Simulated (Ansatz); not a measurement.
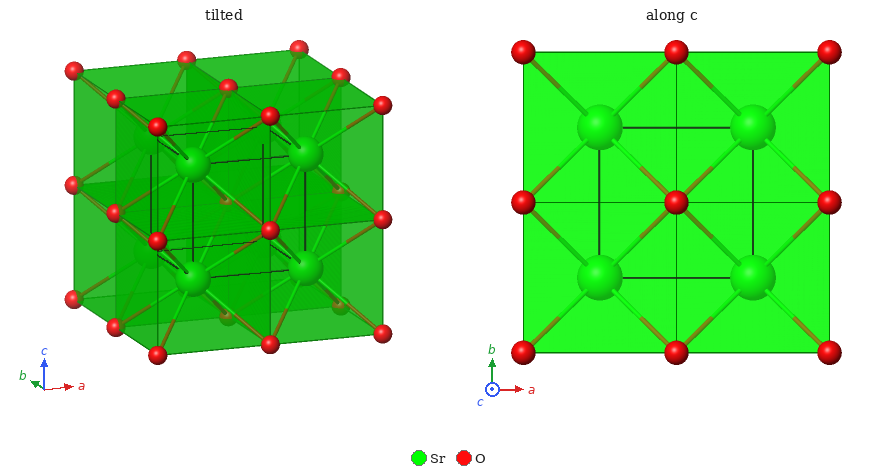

The figure gives a polyhedral picture of the atoms, viewed slightly off an axis and along the c axis. Thin lines show the unit cell, with boundary atoms drawn in all their periodic places. Some neighbours outside the box are added.

SrO, a = 3.161 Å, b = 3.103 Å, c = 3.103 Å, α = 90.00°, β = 90.00°, γ = 90.00°. Strictly the space group is P4/mmm (No. 123, within 0.01 Å). It is a distorted form of a primitive cubic structure, space group Pm-3m (No. 221) within 0.25 Å: caesium chloride (CsCl, B2) type. It goes back to a structure type filled with these elements by a generator (whether the compound takes this form wasn't checked). The cell was then strained or its atoms displaced on purpose. It was run through Ansatz as a DFT input.

This one geometry was computed with Ansatz (DFT, plane waves, PAW) at three levels of theory: r2SCAN, HSE06 and PBE. It was relaxed with r2SCAN and then strained.

Which level gives the highest pressure at this volume, and what does that say about its equilibrium volume?

Answer. Highest: PBE (1.0 GPa), which points to the largest equilibrium volume. Lowest, with the smallest volume: r2SCAN (-1.8 GPa) and HSE06 (-2.0 GPa). Levels within 0.5 GPa of each other can't be told apart.

How does the band gap change with the level of theory?

Answer. PBE: a gap of 2.75 eV, indirect; r2SCAN: a gap of 3.25 eV, indirect; HSE06: a gap of 4.26 eV, indirect.

Collect the results in a table.

Answer.
| level | cutoff (eV) | k-mesh of the run's cell | gap (eV) | pressure (GPa) |
| --- | --- | --- | --- | --- |
| r2SCAN | 500 | 8×8×8 | 3.25 | -1.8 |
| HSE06 | 420 | 6×6×6 | 4.26 | -2.0 |
| PBE | 420 | 8×8×8 | 2.75 | 1.0 |

Gaps are taken on the k-mesh or band path of each run.
